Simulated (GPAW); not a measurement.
**AlN (F-43m): refractive index against wavelength**

The refractive index of AlN (F-43m) below the direct gap (4.08 eV on the mesh) is read from one computed spectrum, n = √(Re ε).

Symmetry: F-43m, No. 216, cubic system. The conventional cell has a = 4.368 Å, b = 4.368 Å, c = 4.368 Å, α = 90.00°, β = 90.00°, γ = 90.00°. Al on site a is surrounded by 4 N at 1.89 Å. N on site d has 4 Al at 1.89 Å as nearest neighbours.

Method: GPAW 26.7.0, LDA, RPA, k-mesh 16×16×16, local fields up to 80 eV, Lorentzian half width 0.1 eV.

Launch of the response step: `OMP_NUM_THREADS=1 python df.py`. The run took 25 s, its band step included, on 1 thread of Arm Neoverse V1, with other jobs on the host.

| wavelength (nm) | photon energy E (eV) | n |
| --- | --- | --- |
| 1310 | 0.946 | 2.1300 |
| 1064 | 1.165 | 2.1362 |
| 850 | 1.459 | 2.1467 |
| 700 | 1.771 | 2.1610 |
| 633 | 1.959 | 2.1713 |
| 532 | 2.331 | ? |
| 450 | 2.755 | 2.2329 |

In the single-oscillator model n² − 1 = E₀E_d/(E₀² − E²), so 1/(n² − 1) = E₀/E_d − E²/(E₀E_d) is linear in E².

Working, on the rows shown:

| x = E² (eV²) | y = 1/(n² − 1) |
| --- | --- |
| 0.895757 | 0.282733 |
| 1.35784 | 0.280635 |
| 2.12762 | 0.277137 |
| 3.13716 | 0.272485 |
| 3.83641 | 0.269212 |
| 7.59115 | 0.250888 |

Means: x̄ = 3.1577, ȳ = 0.27218. Σ(x − x̄)(y − ȳ) = -0.1406, Σ(x − x̄)² = 29.53. Slope = -0.1406 / 29.53 = -0.004761; intercept = ȳ − slope · x̄ = 0.28722. Turned back into n, the line misses the rows shown by at most 0.00083.

Predict the last column of the withheld row from the fit.

At x = 5.4314 the line gives y = 0.26136, that is 2.1969. The run gave 2.1960, so the interpolation is off by 0.00086, 0.8 % of the range in the table.

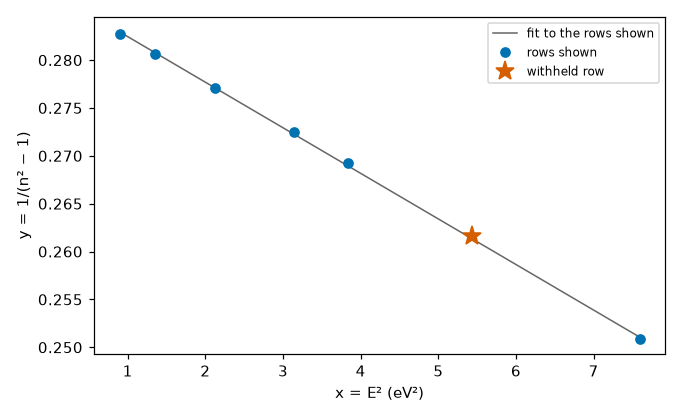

Refitted with all rows, the slope is -0.004746 and the intercept 0.2872. These give E₀ = √(intercept/−slope) = 7.78 eV and E_d = E₀/intercept = 27.1 eV; E₀ is 1.9 times the direct gap. The electronic limit at long wavelengths, without lattice vibrations, is n = √(1 + 1/intercept) = 2.117. Excitons are left out; LDA gaps are as a rule too small. The values come from a sum over the points of one k-mesh and carry its error, which grows as the direct gap shrinks.
